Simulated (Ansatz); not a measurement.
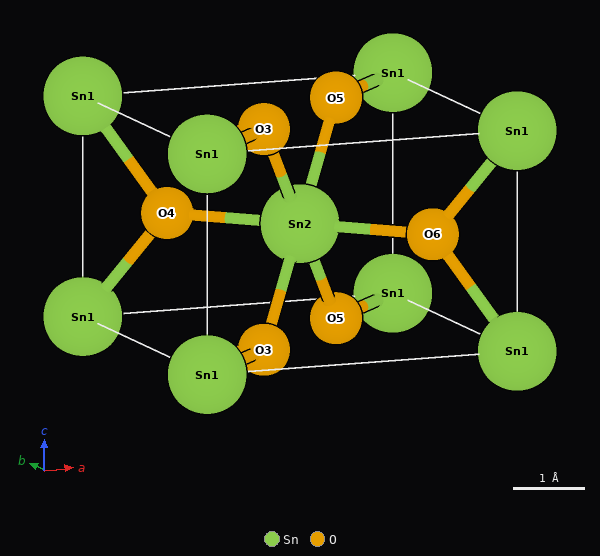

Fig. 1: The structure as given in the input (ball-and-stick view of the cell of the calculation, seen slightly off an axis; atoms are numbered from 1 in the order of the input). Near neighbours in the crystal (not all of them lie inside the picture): Sn has 6 O at 2.06 to 2.07 Å; O has 3 Sn at 2.06 to 2.07 Å.

SnO2: single-point calculation

- system: SnO2 (6 atoms in the cell)
- method: DFT r2SCAN, scalar-relativistic, plane waves, PAW, no spin polarisation (Ansatz 0.2.0)

The structure derives from an entry of the Crystallography Open Database. Figures and captions count atoms from 1; the log counts them from 0 in places.

**What the program printed**
```
Engine: ansatz 0.2.0, aarch64-unknown-linux-gnu
Pseudopotentials: kind: paw
Pseudopotential: Sn, paw, valence charge 14, recommended cutoff 500 eV (meta_gga), Sn.paw.azcp
Pseudopotential: O, paw, valence charge 6, recommended cutoff 500 eV (meta_gga), O.paw.azcp
Functional definition: r2SCAN
  parameter k0 = 0.174
  parameter k1 = 0.065
  parameter a1 = 4.9479
  exchange = r2scan_x(k0 = k0, k1 = k1, a1 = a1)
  correlation = r2scan_c
Crystal: 6 atoms, lattice volume = 72.521 Å³
Basis set: ecut = 500 eV, 1867 PW (Γ), exchange–correlation on 144×144×96 points (64 copies of the dense FFT grid, shifted against one another)
Bands: 32, of which v1, the nominal top of the filled ones, is band 26 counted from 1 (25 counted from 0)
Symmetry: 16 space group operations
Space group: P42/mnm (ITA 136), of the structure as read, at distance tolerance 4.2e-5 Å
k-points: 50 of 288
Non-local potential: Sn, projectors of the file, l = 0: 2, l = 1: 2, l = 2: 2, l = 3: 2
Non-local potential: O, projectors of the file, l = 0: 2, l = 1: 2, l = 2: 1
PAW form: soft (Blöchl's): semilocal exchange-correlation on the pseudo side does not see the compensation charge
PAW frozen core: Sn, regenerated for the run's functional (the file was generated under x = pbe(κ = 0.804, μ = 0.2195149727645171), c = pbe(β = 0.06672455060314922))
PAW frozen core: O, regenerated for the run's functional (the file was generated under x = pbe(κ = 0.804, μ = 0.2195149727645171), c = pbe(β = 0.06672455060314922))
PAW one-centre angular grid: Sn, 590 points (default); XC on 249 of its mesh's 2787 points in the sphere
PAW one-centre angular grid: O, 302 points (default); XC on 160 Gauss nodes
Initial density: read from a saved state, or passed on in memory by an earlier SCF of this step, an earlier step, the calling program or the single point that the run made first
Stability of the state it starts from, as read at its close in the unpolarized treatment: not read negative (Ritz values of 1 − χ₀K, real part plus size of imaginary part, from 1.0 to 1.1, by its mixing steps under the symmetry group of the SCF that read it)
Initial wavefunctions: pseudopotential atomic-orbital guess
Functional: x = r2scan, c = r2scan; τ floored in thin density (d = 2e-4 eV/Å³)
iter 1 solved again at ethr=2.69e-8 eV; its pass at ethr=3.10e-3 eV (dr2=1.40e-5 eV) is discarded
SCF iter   1: F=—  HF=-14352.427958 eV  |F-HF|=—  |Δ(HF+E_count)|=         —  Δρ=3.82e-6  dr2=1.05e-8  dr2_τ=6.04e-10  ethr=2.69e-8  ⟨swp⟩=3.4  Hψ=11980  notcnv=0
preconditioner: auto → Resta (q_TF=auto, 2.581 Å⁻¹)  ε∞=3.3  [insulator: Δε(μ)=1.768 eV  Ē_g=20.787 eV  σ=0.020 eV  W_gap=1.00  n_scr=18 (ndim 8)  ℏωp=31.4 eV  f_vac=0.030  D(μ)=0.00/eV (n_scr^D=0)  ε∞_Penn≈3.3]
SCF iter   2: F=-14352.427958 eV  HF=-14352.427958 eV  |F-HF|=7.28e-12  |Δ(HF+E_count)|=   1.93e-9  Δρ=1.73e-6  dr2=3.15e-9  dr2_τ=1.31e-10  ethr=2.01e-11  ⟨swp⟩=5.6  Hψ=5149  notcnv=0
SCF 1 converged in 2 iterations: F = -14352.427958 eV  dr2 = 3.15e-9
  greatest PAW one-centre occupation: 0.996 electrons in one spin orbital (limit 2), on the Sn atom at site 0 (counted from 0), in its partial waves of l = 2
NSCF: frozen V_eff on 30 k-points
SCF converged after 2 iterations
Free energy (F): -14352.427958 eV
Harris-Foulkes:  -14352.427958 eV  (|F-HF|=7.28e-12)
Internal energy: -14352.427958 eV  (E = F + TS)
E sigma→0 (E₀):  -14352.427958 eV
Fermi energy:    9.764600 eV
--- Per-component energies (eV) ---
  E_band       = -164.948435
  E_kinetic    = 1085.742972
  E_local      = -2885.544100  (includes V_loc(G=0)·N_el)
  E_nonlocal   = 131.540809
  E_hartree    = 1502.081089
  E_xc         = -1035.811413
  E_vxc        = -622.679689  (∫ρ·V_xc dr)
  E_paw        = -8986.292856  (= ΣΔE_a)
  E_vpaw       = -917.473594  (= ΣTr[D̂ρ^β])
  E_aug_tail   = 0.003909  (compensation charges beyond the density's cutoff)
  E_vtau       = 39.297009  (kinetic-family band-sum trace: ∫τ·v_τ [+ j·A + Jᵃ·Aᵃ] dr)
  E_ewald      = -4165.491244
  E_core_change = 1.342876  (= ΣΔE_core)
  E_smearing   = -0.000000  (= −TS)
  E_closure    = 0.000000  (closes the sum)
  Σ components = -14352.427958   (vs F -14352.427958, Δ=0.00e0)
--- Band table (eV; the first three rows and the last of 50) ---
  k-point 0: bands = ["-12.8777", "-11.9929", "-11.7011", "-11.6835", "-11.6835", "-11.6299", "-11.5590", "-11.4751", "-11.4422", "-11.4422", "-10.8099", "-9.1444", "-9.1444", "-7.1856", "0.8336", "4.8633", "4.8633", "4.9853", "5.7583", "6.9238", "7.0038", "7.6773", "7.6773", "8.1136", "8.1136", "8.8808", "10.6484", "15.6996", "15.9294", "15.9294", "20.0155", "20.3340"]
  k-point 1: bands = ["-12.8013", "-11.8917", "-11.8645", "-11.8645", "-11.6741", "-11.6497", "-11.5530", "-11.4756", "-11.4624", "-11.4624", "-10.7396", "-8.8697", "-8.8697", "-7.3117", "0.8370", "4.8593", "5.0072", "5.0072", "5.8618", "5.9542", "6.9001", "7.1136", "7.1136", "8.1461", "8.1461", "8.7496", "11.5856", "16.0247", "16.5880", "16.5880", "19.1350", "21.1726"]
  k-point 2: bands = ["-12.5981", "-12.2154", "-12.2154", "-11.7559", "-11.6330", "-11.6028", "-11.5371", "-11.4992", "-11.4992", "-11.4779", "-10.4733", "-8.2926", "-8.2926", "-7.6992", "0.8972", "4.3753", "4.6902", "5.3507", "5.3507", "6.1092", "6.1092", "6.1635", "6.4293", "8.0411", "8.0411", "8.3788", "13.2269", "16.5089", "18.0620", "18.0620", "18.5044", "21.4607"]
  k-point 49: bands = ["-12.6093", "-12.6093", "-12.0935", "-12.0935", "-11.5492", "-11.5492", "-11.4921", "-11.4921", "-11.4525", "-11.4525", "-8.9730", "-8.9730", "-7.6356", "-7.6356", "1.0337", "1.0337", "3.9188", "3.9188", "6.3753", "6.3753", "6.5405", "6.5405", "7.9317", "7.9317", "8.0320", "8.0320", "14.3910", "14.3910", "18.5312", "18.5312", "20.7755", "20.7755"]
```

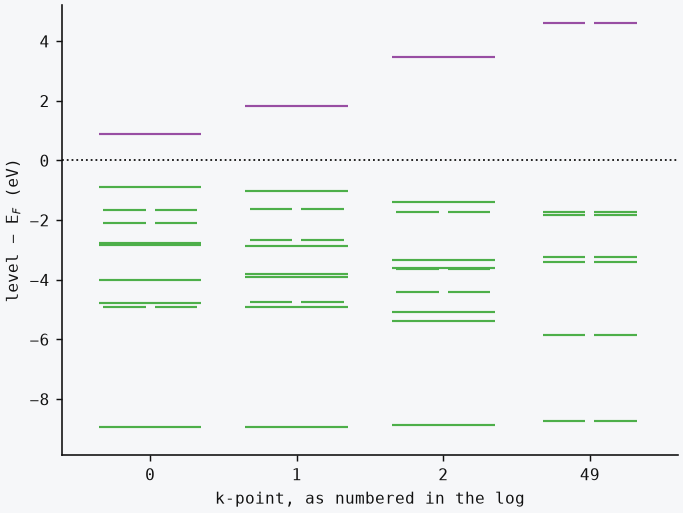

Fig. 2: Kohn–Sham levels near the Fermi level (dotted) at the few k-points that the log prints; levels within 0.02 eV of each other stand side by side. Among these points the highest filled and lowest empty levels are 1.77 eV apart, which is the gap on the mesh.

The run was set up as follows.

**Input**
```yaml
crystal:
  lattice:
    - [4.7599425472, 0.0, 0.0]
    - [0.0, 4.7599425472, 0.0]
    - [0.0, 0.0, 3.2008135226]
  atoms:
    - { symbol: Sn, position: [0.0, 0.0, 0.0] }
    - { symbol: Sn, position: [0.5, 0.5, 0.5] }
    - { symbol: O, position: [0.3059109373, 0.3059109373, 0.0] }
    - { symbol: O, position: [0.1940890627, 0.8059109373, 0.5] }
    - { symbol: O, position: [0.6940890627, 0.6940890627, 0.0] }
    - { symbol: O, position: [0.8059109373, 0.1940890627, 0.5] }
basis:
  ecutwfc: 500
kpoints:
  mp_grid: { grid: [6, 6, 8] }
hamiltonian:
  xc: r2scan
scf:
  occupations: { method: gaussian, width: 0.02 }
output:
  forces: false
  stress: false
  eigenvalues: true
  eigenstates:
    kpoints:
      - [0.0, 0.0, 0.0]
      - [0.015151368, 0.0, 0.0]
      - [-0.015151368, 0.0, 0.0]
      - [0.0, 0.015151368, 0.0]
      - [0.0, -0.015151368, 0.0]
      - [0.0, 0.0, 0.010188506]
      - [0.0, 0.0, -0.010188506]
      - [0.010713635, 0.010713635, 0.0]
      - [-0.010713635, -0.010713635, 0.0]
      - [0.010713635, 0.0, 0.007204362]
      - [-0.010713635, 0.0, -0.007204362]
      - [0.0, 0.010713635, 0.007204362]
      - [0.0, -0.010713635, -0.007204362]
      - [0.008747646, 0.008747646, 0.005882337]
      - [-0.008747646, -0.008747646, -0.005882337]
      - [0.0, 0.0, 0.0]
      - [0.015151368, 0.0, 0.0]
      - [-0.015151368, 0.0, 0.0]
      - [0.0, 0.015151368, 0.0]
      - [0.0, -0.015151368, 0.0]
      - [0.0, 0.0, 0.010188506]
      - [0.0, 0.0, -0.010188506]
      - [0.010713635, 0.010713635, 0.0]
      - [-0.010713635, -0.010713635, 0.0]
      - [0.010713635, 0.0, 0.007204362]
      - [-0.010713635, 0.0, -0.007204362]
      - [0.0, 0.010713635, 0.007204362]
      - [0.0, -0.010713635, -0.007204362]
      - [0.008747646, 0.008747646, 0.005882337]
      - [-0.008747646, -0.008747646, -0.005882337]
    e_range: [-3.267624, 3.267624]
checkpoint:
  read: start.run
  write: ck
  compress: false
  write_wavefunctions: false
  write_every: 100000
```

Launch command:
```bash
ansatz run input.yaml --threads 2 --pin off --max-ram 5120MiB --backend cpu --events-out ev --progress --plain --runs-dir out
```

**Results in brief**

```csv
quantity,value
outcome,converged
space group (tolerance 0.01 Å),P4₂/mnm (136)
electrons treated,52
free energy,−14352.4280 eV
Fermi energy,9.765 eV
gap on the k-point mesh,1.77 eV
hardware,"2 threads of Arm Neoverse V1, 24 GiB of memory available, shared host"
wall time,8.1 s (CPU time 16 s)
peak memory,0.49 GiB
```
